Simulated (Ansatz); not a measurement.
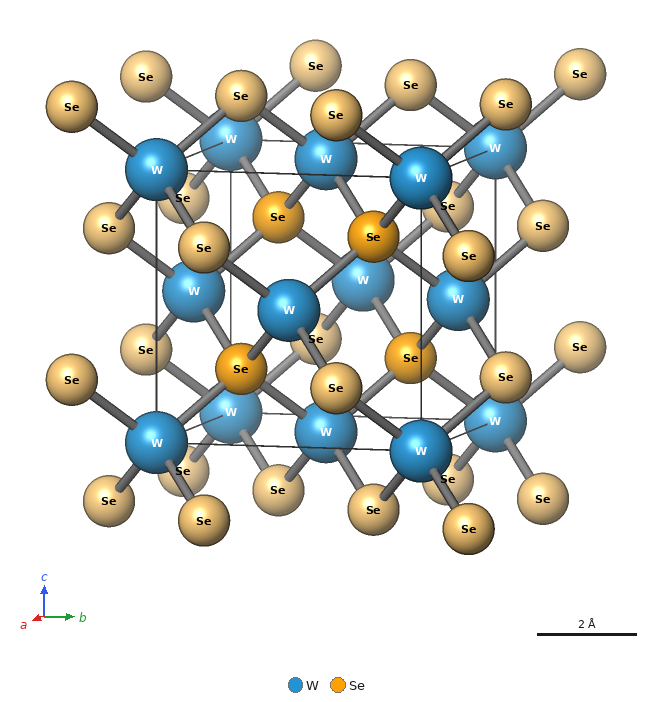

The input geometry (ball-and-stick view of the cell 4 times as large as that of the calculation, set on its symmetry axes, seen slightly off an axis; neighbours outside the cell are drawn fainter). An atom can appear more than once, as a periodic image. Near neighbours in the periodic cell (some may lie outside the picture): W has 4 Se at 2.42 Å; Se has 4 W at 2.42 Å.

**Single-point calculation, with input and output: WSe**

WSe (F-43m, 2 atoms in the cell), computed with DFT r2SCAN, scalar-relativistic, plane waves, PAW, no spin polarisation (Ansatz 0.2.0).

The structure was built on a prototype by a generator; it need not be a known phase. It belongs to a series of runs on one base structure; here: no spin polarisation.

## Input
```yaml
crystal:
  lattice:
    - [0.0, 2.7923343792, 2.7923343792]
    - [2.7923343792, 0.0, 2.7923343792]
    - [2.7923343792, 2.7923343792, 0.0]
  atoms:
    - { symbol: W, position: [0.0, 0.0, 0.0] }
    - { symbol: Se, position: [0.25, 0.25, 0.25] }
basis:
  ecutwfc: 500
kpoints:
  mp_grid: { grid: [14, 14, 14] }
hamiltonian:
  xc: r2scan
scf:
  occupations: { method: gaussian, width: 0.1 }
  lower_state_search: "off"
output:
  forces: true
  stress: true
  eigenvalues: true
```

Launched with:
```bash
ansatz run input.yaml --threads 1 --pin off --max-ram 2560MiB --backend cpu --events-out ev --progress --plain --runs-dir out
```

## The program's output
```
Engine: ansatz 0.2.0, x86_64-unknown-linux-gnu
Pseudopotentials: kind: paw
Pseudopotential: W, paw, valence charge 14, recommended cutoff 500 eV (meta_gga), W.paw.azcp
Pseudopotential: Se, paw, valence charge 16, recommended cutoff 500 eV (meta_gga), Se.paw.azcp
Functional definition: r2SCAN
  parameter k0 = 0.174
  parameter k1 = 0.065
  parameter a1 = 4.9479
  exchange = r2scan_x(k0 = k0, k1 = k1, a1 = a1)
  correlation = r2scan_c
Crystal: 2 atoms, lattice volume = 43.544 Å³
Basis set: ecut = 500 eV, 1067 PW (Γ), exchange–correlation on 120×120×120 points (64 copies of the dense FFT grid, shifted against one another)
Bands: 19, of which v1, the nominal top of the filled ones, is band 15 counted from 1 (14 counted from 0)
Symmetry: 24 space group operations
Space group: F-43m (ITA 216), of the structure as read, at distance tolerance 3.5e-5 Å
k-points: 104 of 2744 (time reversal used)
Non-local potential: W, projectors of the file, l = 0: 3, l = 1: 2, l = 2: 2, l = 3: 1
Non-local potential: Se, projectors of the file, l = 0: 2, l = 1: 2, l = 2: 3, l = 3: 1
PAW form: soft (Blöchl's): semilocal exchange-correlation on the pseudo side does not see the compensation charge
PAW frozen core: W, regenerated for the run's functional (the file was generated under x = pbe(κ = 0.804, μ = 0.2195149727645171), c = pbe(β = 0.06672455060314922))
PAW frozen core: Se, regenerated for the run's functional (the file was generated under x = pbe(κ = 0.804, μ = 0.2195149727645171), c = pbe(β = 0.06672455060314922))
PAW one-centre angular grid: W, 590 points (default); XC on 160 Gauss nodes
PAW one-centre angular grid: Se, 590 points (default); XC on 160 Gauss nodes
Initial density: superposition of atomic densities (neutral atoms: chi_scale 0, normalization atom), corrected by the library's trained network
Initial wavefunctions: pseudopotential atomic-orbital guess
Functional: x = r2scan, c = r2scan; τ floored in thin density (d = 2e-4 eV/Å³)
SCF iter   1: F=-15873.357642 eV  HF=-15873.363252 eV  |F-HF|=5.61e-3  |Δ(HF+E_count)|=         —  Δρ=9.82e-3  dr2=5.93e-2  dr2_τ=5.82e-2  ethr=1.77e-3  ⟨swp⟩=5.8  Hψ=9674  notcnv=0
preconditioner: auto → LDOS  [metal: Δε(μ)=0.027 eV  Ē_g=8.572 eV  σ=0.100 eV  W_gap=0.15  n_scr=14 (ndim 8)  ℏωp=19.5 eV  f_vac=0.014  D(μ)=2.35/eV (n_scr^D=14)  β→1.0]
SCF iter   2: F=-15873.382944 eV  HF=-15873.381513 eV  |F-HF|=1.43e-3  |Δ(HF+E_count)|=   1.83e-2  Δρ=2.23e-3  dr2=1.10e-3  dr2_τ=1.74e-3  ethr=1.98e-4  ⟨swp⟩=2.2  Hψ=4440  notcnv=0
SCF iter   3: F=-15873.383289 eV  HF=-15873.384280 eV  |F-HF|=9.90e-4  |Δ(HF+E_count)|=   2.77e-3  Δρ=8.93e-4  dr2=5.55e-4  dr2_τ=1.78e-5  ethr=3.67e-6  ⟨swp⟩=2.0  Hψ=3862  notcnv=0
SCF iter   4: F=-15873.383783 eV  HF=-15873.383840 eV  |F-HF|=5.71e-5  |Δ(HF+E_count)|=   4.39e-4  Δρ=4.70e-4  dr2=1.43e-4  dr2_τ=1.28e-5  ethr=1.85e-6  ⟨swp⟩=2.0  Hψ=3844  notcnv=0
SCF iter   5: F=-15873.383856 eV  HF=-15873.383855 eV  |F-HF|=1.49e-6  |Δ(HF+E_count)|=   1.42e-5  Δρ=1.38e-4  dr2=7.28e-6  dr2_τ=3.89e-7  ethr=4.76e-7  ⟨swp⟩=3.0  Hψ=3855  notcnv=0
SCF iter   6: F=-15873.383860 eV  HF=-15873.383860 eV  |F-HF|=2.13e-8  |Δ(HF+E_count)|=   5.07e-6  Δρ=2.20e-5  dr2=1.69e-7  dr2_τ=1.34e-8  ethr=2.43e-8  ⟨swp⟩=2.0  Hψ=2584  notcnv=0
SCF iter   7: F=-15873.383860 eV  HF=-15873.383860 eV  |F-HF|=5.22e-10  |Δ(HF+E_count)|=   1.36e-7  Δρ=4.24e-6  dr2=5.29e-9  dr2_τ=3.45e-10  ethr=3.33e-10  ⟨swp⟩=5.9  Hψ=8348  notcnv=0
SCF 1 converged in 7 iterations: F = -15873.383860 eV  dr2 = 5.29e-9
  greatest PAW one-centre occupation: 1.000 electrons in one spin orbital (limit 2), on the Se atom at site 1 (counted from 0), in its partial waves of l = 2
SCF converged after 7 iterations
Free energy (F): -15873.383860 eV
Harris-Foulkes:  -15873.383860 eV  (|F-HF|=5.22e-10)
Internal energy: -15873.371663 eV  (E = F + TS)
E sigma→0 (E₀):  -15873.377761 eV
Entropy (-TS):   -0.012197 eV (-6.099 meV/atom)
Fermi energy:    13.167815 eV
--- Per-component energies (eV) ---
  E_band       = -562.035498
  E_kinetic    = 572.891952
  E_local      = -3436.536766  (includes V_loc(G=0)·N_el)
  E_nonlocal   = -588.243956
  E_hartree    = 1583.183683
  E_xc         = -345.978280
  E_vxc        = -364.013692  (∫ρ·V_xc dr)
  E_paw        = -10521.454892  (= ΣΔE_a)
  E_vpaw       = 68.838133  (= ΣTr[D̂ρ^β])
  E_aug_tail   = -0.000261  (compensation charges beyond the density's cutoff)
  E_vtau       = 18.662441  (kinetic-family band-sum trace: ∫τ·v_τ [+ j·A + Jᵃ·Aᵃ] dr)
  E_ewald      = -3134.880424
  E_core_change = -2.352719  (= ΣΔE_core)
  E_smearing   = -0.012197  (= −TS)
  E_closure    = -0.000000  (closes the sum)
  Σ components = -15873.383860   (vs F -15873.383860, Δ=0.00e0)
--- Forces (eV/Å), atoms counted from 1 ---
  atom   1  W      0.00000000    -0.00000000     0.00000000
  atom   2  Se    -0.00000000     0.00000000     0.00000000
  max |Σ_I F_I| component: 2.31e-17 eV/Å
--- Stress (GPa, compression-positive) ---
        1.982143      -0.000000       0.000000
       -0.000000       1.982143      -0.000000
        0.000000      -0.000000       1.982143
  P = ⅓ Tr σ = 1.9821 GPa (19.821 kbar)
--- Band table (eV; the first three rows and the last of 104) ---
  k-point 0: bands = ["-62.5803", "-36.8542", "-36.8542", "-36.8542", "-36.8370", "-36.8370", "-26.2963", "-26.2963", "-26.2963", "-3.0629", "7.4254", "7.4254", "7.4254", "12.5520", "12.5520", "14.0942", "18.2535", "18.2535", "18.2535"]
  k-point 1: bands = ["-62.5803", "-36.8542", "-36.8542", "-36.8540", "-36.8370", "-36.8370", "-26.2997", "-26.2969", "-26.2969", "-3.0218", "7.3341", "7.4505", "7.4505", "12.5250", "12.5250", "14.3094", "17.9832", "18.2466", "18.2466"]
  k-point 2: bands = ["-62.5801", "-36.8540", "-36.8540", "-36.8534", "-36.8370", "-36.8370", "-26.3092", "-26.2984", "-26.2984", "-2.9051", "7.1079", "7.5188", "7.5188", "12.4705", "12.4705", "14.8701", "17.2417", "18.1349", "18.1349"]
  k-point 103: bands = ["-62.5788", "-36.8524", "-36.8521", "-36.8490", "-36.8373", "-36.8368", "-26.3563", "-26.3299", "-26.3217", "-1.8719", "6.6737", "7.2686", "8.5946", "11.2441", "12.4553", "13.4043", "14.6396", "15.8051", "20.8709"]
```

## Results in brief

- outcome: converged
- space group (tolerance 0.01 Å): F-43m (216)
- electrons treated: 30
- free energy: −15873.3839 eV
- Fermi energy: 13.168 eV
- gap on the k-point mesh: none (metallic)
- pressure: 1.98 GPa
- largest force (length of the vector): under 0.001 eV/Å
- hardware: 1 thread of Intel Xeon @ 2.50GHz (Skylake/Cascade Lake), 189 GiB of memory available, shared host
- wall time: 30 s
- peak memory: 0.55 GiB

## Notes

Spin–orbit coupling is left out, which matters for W.
